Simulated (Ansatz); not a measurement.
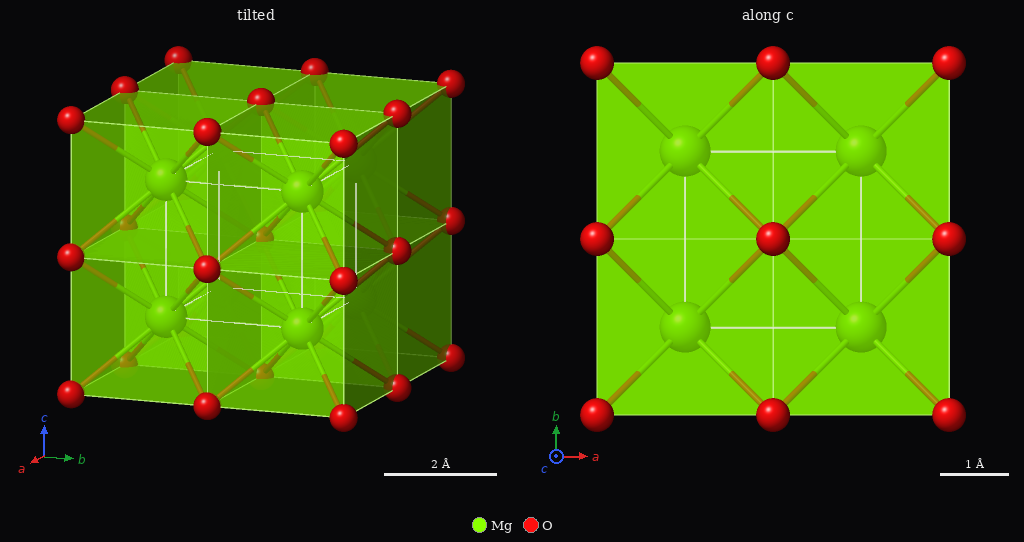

This polyhedral model is shown slightly off an axis and along the c axis. Lines trace the edges of the conventional unit cell. A few atoms beyond the faces are included.

MgO, space group P4/mmm (No. 123), a = 2.623 Å, b = 2.623 Å, c = 2.517 Å, α = 90.00°, β = 90.00°, γ = 90.00°. The initial geometry was a structure type filled with these elements by a generator (whether the compound takes this form wasn't checked). The cell was then strained or its atoms displaced on purpose. Ansatz was used for an electronic-structure calculation on it.

This one geometry was computed with Ansatz (DFT, plane waves, PAW) at three levels of theory: r2SCAN, HSE06 and PBE. It was relaxed with r2SCAN and then strained.

> Which level gives the highest pressure at this volume, and what does that say about its equilibrium volume?

Highest: PBE (13.8 GPa), which points to the largest equilibrium volume. Lowest, with the smallest volume: HSE06 (6.5 GPa). Levels within 0.5 GPa of each other can't be told apart.

> How does the band gap change with the level of theory?

PBE: a gap of 2.66 eV, indirect; r2SCAN: a gap of 3.53 eV, indirect; HSE06: a gap of 4.28 eV, indirect.

> Collect the results in a table.

| level | cutoff (eV) | k-mesh of the run's cell | gap (eV) | pressure (GPa) |
| --- | --- | --- | --- | --- |
| r2SCAN | 500 | 10×10×10 | 3.53 | 7.4 |
| HSE06 | 420 | 6×6×6 | 4.28 | 6.5 |
| PBE | 420 | 10×10×10 | 2.66 | 13.8 |

Gaps are taken on the k-mesh or band path of each run.
